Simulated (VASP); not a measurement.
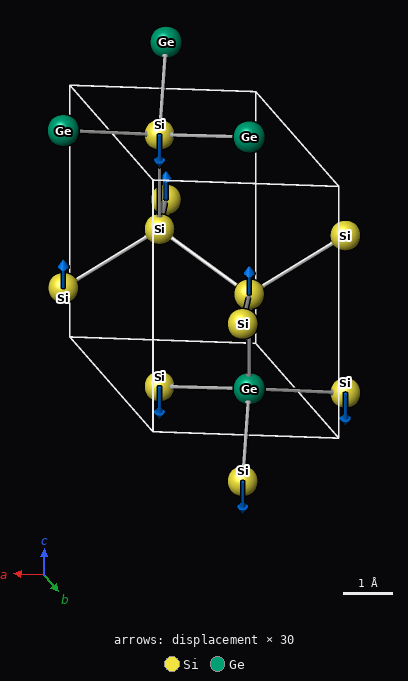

A relaxation of solid Si₃Ge (a generated structure, set up in P3m1). The starting structure is drawn; blue arrows show the displacements (the part carried along by the change of the cell is left out), 30 times their true length.

Style: ball-and-stick. Shown: the cell of the calculation, from a free direction.

The run lets cell and atoms move.

Method: VASP, Kohn-Sham DFT of a periodic cell, PBE, VASP PAW PBE potentials, recommended.

Input
```
SYSTEM = Si3Ge
ALGO = Fast
EDIFF = 1E-4
EDIFFG = -0.08
ENCUT = 520
GGA = PE
IBRION = 2
ISIF = 3
ISMEAR = 0
LASPH = .TRUE.
LCHARG = .FALSE.
LREAL = .FALSE.
LWAVE = .FALSE.
NELM = 60
NSW = 24
PREC = Normal
SIGMA = 0.15
```

Run as
```bash
cat potpaw_PBE.64/Si/POTCAR potpaw_PBE.64/Ge_d/POTCAR > POTCAR
mpirun -np 1 vasp_std > vasp.out
```

Which element moves most?

Answer. Silicon: up to 0.029 Å, against 0.002 Å for germanium.

What did the optimiser do to the structure, and how much energy did it gain?

Answer. Over 6 geometry steps the energy falls by 6.7 meV per atom. Largest force component: 0.48 eV/Å at the start, 0.041 eV/Å at the end. Pressure: 2.63 GPa at the start and −0.13 GPa at the end. The atom that moves furthest relative to the cell is a Si atom (0.029 Å along −c). Largest moves by element: Si 0.029 Å, Ge 0.002 Å. The volume changes by +3.0 %, with a = b 3.870 → 3.903 Å (+0.9 %), c 6.360 → 6.441 Å (+1.3 %). Near-neighbour distances that change, for instance: Ge–Si 2.385 → 2.439 Å, Ge–Si 2.372 → 2.404 Å, Si–Si 2.372 → 2.385 Å. The space group stays P3m1 (No. 156). It ran on 1 thread of Intel(R) Xeon(R) Platinum 8488C (Sapphire Rapids), with other jobs on the host.
